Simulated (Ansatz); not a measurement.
# Geometry relaxation of HfO$_{2}$ (part 2 of 2)

HfO$_{2}$ (P2₁/c, 12 atoms in the cell); DFT PBE, scalar-relativistic, plane waves, PAW, no spin polarisation (Ansatz 0.2.0); cutoff 420 eV, 4×4×4 k-mesh, Gaussian smearing of 0.02 eV. The structure derives from a Materials Project entry.

Geometry of the input (Å; fractional positions):
```
5.1573  0.0000  -0.0019
0.0000  5.2165  0.0000
-0.8890  0.0000  5.2687
Hf 0.2758  0.4574  0.7082
Hf 0.7242  0.9574  0.7918
Hf 0.7242  0.5426  0.2918
Hf 0.2758  0.0426  0.2082
O  0.4487  0.7424  0.9776
O  0.5513  0.2424  0.5224
O  0.5513  0.2576  0.0224
O  0.4487  0.7576  0.4776
O  0.0681  0.3306  0.3466
O  0.9319  0.8306  0.1534
O  0.9319  0.6694  0.6534
O  0.0681  0.1694  0.8466
```

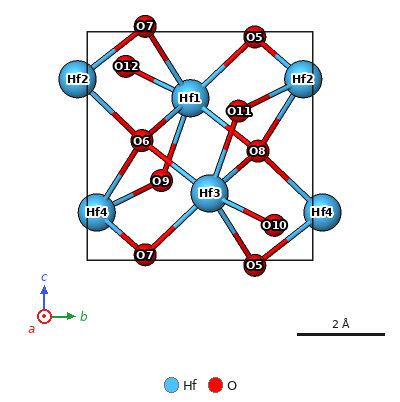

**Figure 1.** The geometry at step 4 of the log (ball-and-stick view of the cell of the calculation, along the a axis; atoms are numbered from 1 in the order of the input).

Output, continued:
```
--- Per-component energies (eV) ---
  E_band       = -65.874577
  E_kinetic    = 3083.599957
  E_local      = -24891.786888  (includes V_loc(G=0)·N_el)
  E_nonlocal   = -4588.408816
  E_hartree    = 11366.257595
  E_xc         = -1789.863704
  E_vxc        = -1817.433040  (∫ρ·V_xc dr)
  E_paw        = -28972.829105  (= ΣΔE_a)
  E_vpaw       = 5415.619875  (= ΣTr[D̂ρ^β])
  E_aug_tail   = 0.019861  (compensation charges beyond the density's cutoff)
  E_ewald      = -21653.708814
  E_smearing   = -0.000000  (= −TS)
  E_closure    = -0.000000  (closes the sum)
  Σ components = -67446.719914   (vs F -67446.719914, Δ=0.00e0)
--- Forces (eV/Å), atoms counted from 1 ---
  atom   1  Hf     0.00310043     0.00242870     0.00054253
  atom   2  Hf    -0.00310043     0.00242870    -0.00054253
  atom   3  Hf    -0.00310043    -0.00242870    -0.00054253
  atom   4  Hf     0.00310043    -0.00242870     0.00054253
  atom   5  O     -0.00094330    -0.00015290    -0.00028494
  atom   6  O      0.00094330    -0.00015290     0.00028494
  atom   7  O      0.00094330     0.00015290     0.00028494
  atom   8  O     -0.00094330     0.00015290    -0.00028494
  atom   9  O     -0.00044227     0.00059583     0.00061915
  atom  10  O      0.00044227     0.00059583    -0.00061915
  atom  11  O      0.00044227    -0.00059583    -0.00061915
  atom  12  O     -0.00044227    -0.00059583     0.00061915
  max |Σ_I F_I| component: 0.00e0 eV/Å
--- Stress (GPa, compression-positive) ---
        0.031990       0.000000       0.007192
        0.000000       0.006389       0.000000
        0.007192       0.000000       0.029229
  P = ⅓ Tr σ = 0.0225 GPa (0.225 kbar)
--- Band table (eV; the first three rows and the last of 30) ---
  k-point 0: bands = ["-46.7710", "-46.7533", "-46.7509", "-46.7502", "-15.8114", "-15.7860", "-15.7591", "-15.5945", "-15.5272", "-15.4946", "-15.4709", "-15.4365", "-15.4088", "-15.4087", "-15.3578", "-15.3069", "-4.2915", "-2.9983", "-2.8827", "-2.8298", "-2.4080", "-2.3972", "-2.2961", "-2.2054", "3.3372", "3.3460", "3.3489", "3.3493", "3.3562", "3.3569", "3.3626", "3.3659", "3.3671", "3.3683", "3.3706", "3.3724", "3.3745", "3.3749", "3.3765", "3.3807", "3.3868", "3.3871", "3.3886", "3.3912", "3.3951", "3.4004", "3.4041", "3.4121", "3.4200", "3.4321", "3.4440", "3.4786", "8.3167", "8.4215", "8.9324", "9.1454", "9.2402", "9.5718", "10.3313", "10.6395", "10.8098", "10.9814", "11.0039", "11.1329", "11.6664", "11.8260", "11.8454", "11.9022", "12.0803", "12.5731", "12.5783", "12.6936", "13.1386", "13.1939", "13.4859", "13.6932", "18.2230", "18.6857", "18.7940", "19.1450", "19.3201", "19.4470", "19.6381", "19.8506", "20.0886", "20.2441", "20.6997", "20.8972", "21.1238", "21.5282", "21.8373", "22.3206"]
  k-point 1: bands = ["-46.7683", "-46.7556", "-46.7509", "-46.7506", "-15.7754", "-15.7359", "-15.7307", "-15.6262", "-15.5708", "-15.4726", "-15.4725", "-15.4603", "-15.4123", "-15.3957", "-15.3661", "-15.3566", "-4.0692", "-2.9995", "-2.9403", "-2.8222", "-2.5130", "-2.3919", "-2.3727", "-2.2408", "3.3363", "3.3425", "3.3488", "3.3513", "3.3532", "3.3571", "3.3643", "3.3652", "3.3667", "3.3689", "3.3704", "3.3729", "3.3734", "3.3753", "3.3771", "3.3834", "3.3836", "3.3875", "3.3886", "3.3915", "3.3973", "3.3983", "3.4113", "3.4121", "3.4205", "3.4299", "3.4395", "3.4654", "8.5065", "8.7250", "9.2232", "9.2761", "9.5122", "9.7425", "10.0877", "10.4076", "10.4462", "10.9171", "11.1392", "11.2034", "11.4576", "11.6936", "11.7063", "11.9563", "12.1969", "12.3024", "12.4065", "12.8251", "12.8858", "13.0908", "13.3044", "13.4662", "18.2811", "18.5472", "18.7099", "19.1632", "19.5040", "19.5829", "20.0583", "20.1065", "20.2771", "20.3862", "20.5192", "20.9443", "21.3884", "21.6907", "21.7154", "22.3565"]
  k-point 2: bands = ["-46.7619", "-46.7619", "-46.7509", "-46.7509", "-15.6915", "-15.6915", "-15.6771", "-15.6771", "-15.5824", "-15.5824", "-15.4405", "-15.4405", "-15.4203", "-15.4203", "-15.3822", "-15.3822", "-3.5224", "-3.5224", "-2.8343", "-2.8343", "-2.4847", "-2.4847", "-2.3532", "-2.3532", "3.3366", "3.3366", "3.3517", "3.3517", "3.3565", "3.3565", "3.3636", "3.3636", "3.3654", "3.3654", "3.3701", "3.3701", "3.3768", "3.3768", "3.3802", "3.3802", "3.3830", "3.3830", "3.3887", "3.3887", "3.4021", "3.4021", "3.4207", "3.4207", "3.4257", "3.4257", "3.4372", "3.4372", "9.0128", "9.0128", "9.4912", "9.4912", "9.6384", "9.6384", "10.2042", "10.2042", "10.5551", "10.5551", "10.9235", "10.9235", "11.3683", "11.3683", "11.8264", "11.8264", "12.1608", "12.1608", "12.6725", "12.6725", "12.8557", "12.8557", "13.1959", "13.1959", "18.4023", "18.4023", "18.8455", "18.8455", "19.7023", "19.7023", "20.2596", "20.2596", "20.3872", "20.3872", "21.1599", "21.1599", "21.4203", "21.4203", "22.2803", "22.2803"]
  k-point 29: bands = ["-46.7591", "-46.7591", "-46.7536", "-46.7536", "-15.7897", "-15.7897", "-15.7642", "-15.7642", "-15.4718", "-15.4718", "-15.4092", "-15.4092", "-15.4050", "-15.4050", "-15.3487", "-15.3487", "-3.4409", "-3.4409", "-3.1369", "-3.1369", "-2.3223", "-2.3223", "-2.2902", "-2.2902", "3.3455", "3.3455", "3.3499", "3.3499", "3.3585", "3.3585", "3.3585", "3.3585", "3.3736", "3.3736", "3.3739", "3.3739", "3.3762", "3.3762", "3.3823", "3.3823", "3.3844", "3.3844", "3.3844", "3.3844", "3.3943", "3.3943", "3.4080", "3.4080", "3.4238", "3.4238", "3.4387", "3.4387", "9.2963", "9.2963", "9.5135", "9.5135", "9.8408", "9.8408", "10.1602", "10.1602", "10.9147", "10.9147", "10.9798", "10.9798", "11.3868", "11.3868", "11.4320", "11.4320", "12.1183", "12.1183", "12.5072", "12.5072", "12.6619", "12.6619", "12.9585", "12.9585", "18.1778", "18.1778", "18.8688", "18.8688", "19.3208", "19.3208", "19.6950", "19.6950", "20.4878", "20.4878", "20.5948", "20.5948", "21.7986", "21.7986", "22.5752", "22.5752"]
--- Relaxed structure (6 steps of the walk, 5 accepted, 1 SCFs on fresh bases) ---
  F+E_penalty+E_count = -67446.71991406 eV   max|allowed force component| = 3.100e-3 eV/Å   (the final SCF, on the basis selected at the relaxed cell)
  cell:  # Å, volume = 141.9200 Å³
    - [5.160916795537992, 9.529211331707409e-35, -0.005338904648671258]
    - [9.62999476765677e-35, 5.212115264652062, -9.634546331046154e-35]
    - [-0.8931002450271552, -1.1372963612125743e-34, 5.276900757333266]
  atoms:
    - { symbol: Hf, position: [0.275734293947148, 0.45706322333700006, 0.7083729902125] }
    - { symbol: Hf, position: [0.7242657060528521, 0.957063223337, 0.7916270097875004] }
    - { symbol: Hf, position: [0.724265706052852, 0.5429367766629999, 0.2916270097875] }
    - { symbol: Hf, position: [0.275734293947148, 0.042936776662999915, 0.20837299021250003] }
    - { symbol: O, position: [0.44918322262165766, 0.7427866290029035, 0.9766468631097835] }
    - { symbol: O, position: [0.5508167773783426, 0.24278662900290363, 0.5233531368902169] }
    - { symbol: O, position: [0.5508167773783424, 0.25721337099709635, 0.023353136890216755] }
    - { symbol: O, position: [0.44918322262165766, 0.7572133709970964, 0.4766468631097832] }
    - { symbol: O, position: [0.0671205964271104, 0.32864790229577684, 0.3484179354598041] }
    - { symbol: O, position: [0.9328794035728897, 0.828647902295777, 0.151582064540196] }
    - { symbol: O, position: [0.9328794035728897, 0.6713520977042229, 0.6515820645401958] }
    - { symbol: O, position: [0.0671205964271104, 0.1713520977042231, 0.848417935459804] }
```

Trajectory as extended XYZ (Å, eV, eV/Å), 7 frames, from step=1 to step=7:
```
12
Lattice="5.1573 0.0000 -0.0019 0.0000 5.2165 0.0000 -0.8890 0.0000 5.2687" Properties=species:S:1:pos:R:3:forces:R:3 step=1 energy=-67446.71953 pressure_GPa=0.12
Hf    0.7930    2.3862    3.7306    0.0029  -0.0153   0.0010
Hf    3.0307    4.9945    4.1704   -0.0029  -0.0153  -0.0010
Hf    3.4752    2.8302    1.5361   -0.0029   0.0153  -0.0010
Hf    1.2375    0.2220    1.0963    0.0029   0.0153   0.0010
O     1.4450    3.8729    5.1496    0.0122   0.0095  -0.0067
O     2.3788    1.2646    2.7514   -0.0122   0.0095   0.0067
O     2.8233    1.3436    0.1171   -0.0122  -0.0095   0.0067
O     1.8895    3.9519    2.5153    0.0122  -0.0095  -0.0067
O     0.0429    1.7245    1.8261    0.0083  -0.0024   0.0070
O     4.6699    4.3327    0.8063   -0.0083  -0.0024  -0.0070
O     4.2254    3.4920    3.4407   -0.0083   0.0024  -0.0070
O    -0.4016    0.8838    4.4604    0.0083   0.0024   0.0070
12
Lattice="5.1606 0.0000 -0.0070 0.0000 5.2105 0.0000 -0.8947 0.0000 5.2777" Properties=species:S:1:pos:R:3:forces:R:3 step=2 energy=-67446.71877 pressure_GPa=-0.04 accepted=F
Hf    0.7899    2.3832    3.7362   -0.0006  -0.0120  -0.0065
Hf    3.0286    4.9885    4.1735    0.0006  -0.0120   0.0065
Hf    3.4760    2.8273    1.5346    0.0006   0.0120   0.0065
Hf    1.2372    0.2220    1.0973   -0.0006   0.0120  -0.0065
O     1.4423    3.8704    5.1552   -0.0045  -0.0166  -0.0129
O     2.3762    1.2651    2.7545    0.0045  -0.0166   0.0129
O     2.8235    1.3401    0.1156    0.0045   0.0166   0.0129
O     1.8897    3.9453    2.5163   -0.0045   0.0166  -0.0129
O     0.0414    1.7223    1.8304   -0.0084  -0.0105   0.0048
O     4.6718    4.3276    0.8015    0.0084  -0.0105  -0.0048
O     4.2245    3.4882    3.4403    0.0084   0.0105  -0.0048
O    -0.4060    0.8829    4.4693   -0.0084   0.0105   0.0048
12
Lattice="5.1596 0.0000 -0.0042 0.0000 5.2145 0.0000 -0.8917 0.0000 5.2729" Properties=species:S:1:pos:R:3:forces:R:3 step=3 energy=-67446.71923 pressure_GPa=-0.01
Hf    0.7917    2.3849    3.7332    0.0014  -0.0114  -0.0012
Hf    3.0304    4.9921    4.1719   -0.0014  -0.0114   0.0012
Hf    3.4762    2.8296    1.5355   -0.0014   0.0114   0.0012
Hf    1.2375    0.2224    1.0968    0.0014   0.0114  -0.0012
O     1.4444    3.8722    5.1517    0.0045  -0.0005  -0.0076
O     2.3777    1.2650    2.7534   -0.0045  -0.0005   0.0076
O     2.8235    1.3423    0.1170   -0.0045   0.0005   0.0076
O     1.8902    3.9495    2.5153    0.0045   0.0005  -0.0076
O     0.0420    1.7235    1.8284    0.0001  -0.0063   0.0049
O     4.6717    4.3307    0.8038   -0.0001  -0.0063  -0.0049
O     4.2258    3.4910    3.4402   -0.0001   0.0063  -0.0049
O    -0.4038    0.8838    4.4649    0.0001   0.0063   0.0049
12
Lattice="5.1593 0.0000 -0.0040 0.0000 5.2125 0.0000 -0.8915 0.0000 5.2756" Properties=species:S:1:pos:R:3:forces:R:3 step=4 energy=-67446.71936 pressure_GPa=0.05
Hf    0.7910    2.3842    3.7362    0.0093  -0.0134  -0.0027
Hf    3.0311    4.9905    4.1733   -0.0093  -0.0134   0.0027
Hf    3.4769    2.8283    1.5355   -0.0093   0.0134   0.0027
Hf    1.2367    0.2221    1.0984    0.0093   0.0134  -0.0027
O     1.4457    3.8718    5.1519    0.0030  -0.0028  -0.0030
O     2.3765    1.2655    2.7576   -0.0030  -0.0028   0.0030
O     2.8222    1.3407    0.1197   -0.0030   0.0028   0.0030
O     1.8914    3.9470    2.5141    0.0030   0.0028  -0.0030
O     0.0381    1.7162    1.8357    0.0009  -0.0054  -0.0021
O     4.6755    4.3225    0.7981   -0.0009  -0.0054   0.0021
O     4.2298    3.4963    3.4359   -0.0009   0.0054   0.0021
O    -0.4077    0.8900    4.4735    0.0009   0.0054  -0.0021
12
Lattice="5.1610 0.0000 -0.0046 0.0000 5.2119 0.0000 -0.8924 0.0000 5.2773" Properties=species:S:1:pos:R:3:forces:R:3 step=5 energy=-67446.71910 pressure_GPa=-0.02
Hf    0.7910    2.3830    3.7371   -0.0059  -0.0077  -0.0015
Hf    3.0314    4.9890    4.1743    0.0059  -0.0077   0.0015
Hf    3.4775    2.8289    1.5356    0.0059   0.0077   0.0015
Hf    1.2372    0.2229    1.0984   -0.0059   0.0077  -0.0015
O     1.4463    3.8714    5.1518    0.0022   0.0004   0.0017
O     2.3761    1.2655    2.7595   -0.0022   0.0004  -0.0017
O     2.8222    1.3405    0.1208   -0.0022  -0.0004  -0.0017
O     1.8925    3.9464    2.5132    0.0022  -0.0004   0.0017
O     0.0358    1.7132    1.8384    0.0031  -0.0030  -0.0007
O     4.6789    4.3191    0.7956   -0.0031  -0.0030   0.0007
O     4.2327    3.4987    3.4342   -0.0031   0.0030   0.0007
O    -0.4104    0.8928    4.4771    0.0031   0.0030  -0.0007
12
Lattice="5.1609 0.0000 -0.0053 0.0000 5.2121 0.0000 -0.8931 0.0000 5.2769" Properties=species:S:1:pos:R:3:forces:R:3 step=6 energy=-67446.71916 pressure_GPa=0.01
Hf    0.7904    2.3823    3.7365    0.0031   0.0024   0.0006
Hf    3.0309    4.9883    4.1735   -0.0031   0.0024  -0.0006
Hf    3.4774    2.8298    1.5350   -0.0031  -0.0024  -0.0006
Hf    1.2369    0.2238    1.0981    0.0031  -0.0024   0.0006
O     1.4460    3.8715    5.1513   -0.0009  -0.0002  -0.0003
O     2.3753    1.2654    2.7587    0.0009  -0.0002   0.0003
O     2.8219    1.3406    0.1203    0.0009   0.0002   0.0003
O     1.8925    3.9467    2.5128   -0.0009   0.0002  -0.0003
O     0.0352    1.7130    1.8382   -0.0004   0.0006   0.0006
O     4.6791    4.3190    0.7949    0.0004   0.0006  -0.0006
O     4.2326    3.4992    3.4334    0.0004  -0.0006  -0.0006
O    -0.4113    0.8931    4.4767   -0.0004  -0.0006   0.0006
12
Lattice="5.1609 0.0000 -0.0053 0.0000 5.2121 0.0000 -0.8931 0.0000 5.2769" Properties=species:S:1:pos:R:3:forces:R:3 step=7 energy=-67446.71991 pressure_GPa=0.02
Hf    0.7904    2.3823    3.7365    0.0031   0.0024   0.0005
Hf    3.0309    4.9883    4.1735   -0.0031   0.0024  -0.0005
Hf    3.4774    2.8298    1.5350   -0.0031  -0.0024  -0.0005
Hf    1.2369    0.2238    1.0981    0.0031  -0.0024   0.0005
O     1.4460    3.8715    5.1513   -0.0009  -0.0002  -0.0003
O     2.3753    1.2654    2.7587    0.0009  -0.0002   0.0003
O     2.8219    1.3406    0.1203    0.0009   0.0002   0.0003
O     1.8925    3.9467    2.5128   -0.0009   0.0002  -0.0003
O     0.0352    1.7130    1.8382   -0.0004   0.0006   0.0006
O     4.6791    4.3190    0.7949    0.0004   0.0006  -0.0006
O     4.2326    3.4992    3.4334    0.0004  -0.0006  -0.0006
O    -0.4113    0.8931    4.4767   -0.0004  -0.0006   0.0006
```

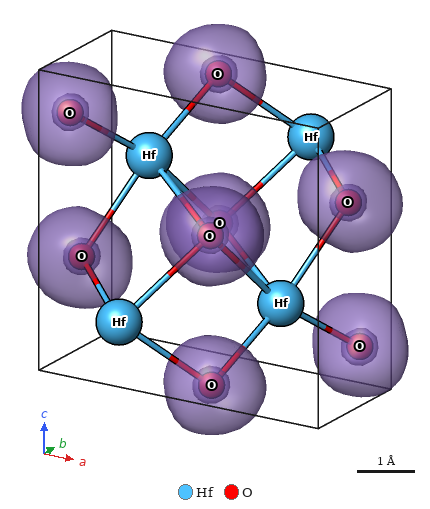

**Figure 2.** Isosurface of the ELF at 0.65 (purple), seen slightly off an axis. Core shells and regions of very low density are left out. Sticks mark near contacts. The outline is the cell set on symmetry axes. Along the contacts the grid gives the following. Hf–O (2.05 Å): the ELF peaks at about 0.85 in the valence shell of O, 0.6 Å from its nucleus, and drops to about 0.20 between the two atoms. Hf–O (2.15 Å): the ELF peaks at about 0.85 in the valence shell of O, 0.6 Å from its nucleus, and drops to about 0.20 between the two atoms. The fields are those of the smooth PAW valence density.

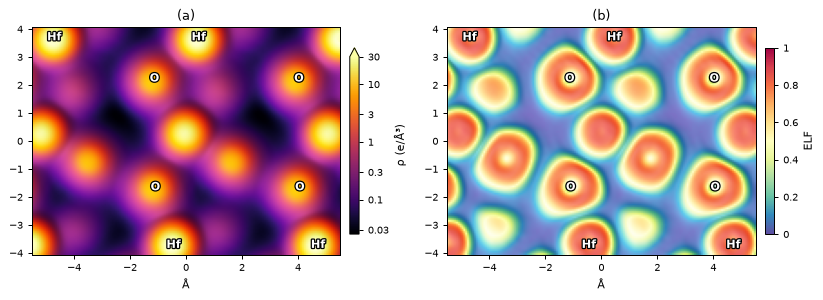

**Figure 3.** (a) valence charge density (pseudo); (b) electron localisation function on the (011) plane of the conventional cell. Atoms in the plane: Hf and O. Hf–O (2.16 Å): ρ is about 0.63 e/Å³ halfway; the ELF peaks at about 0.85 in the valence shell of O, 0.6 Å from its nucleus, and drops to about 0.15 between the two atoms. Away from the nuclei the density in this plane falls to 0.03 e/Å³ at its lowest. The strong features right at Hf lie inside the PAW spheres (semicore, d or f shells) and say nothing about bonding.
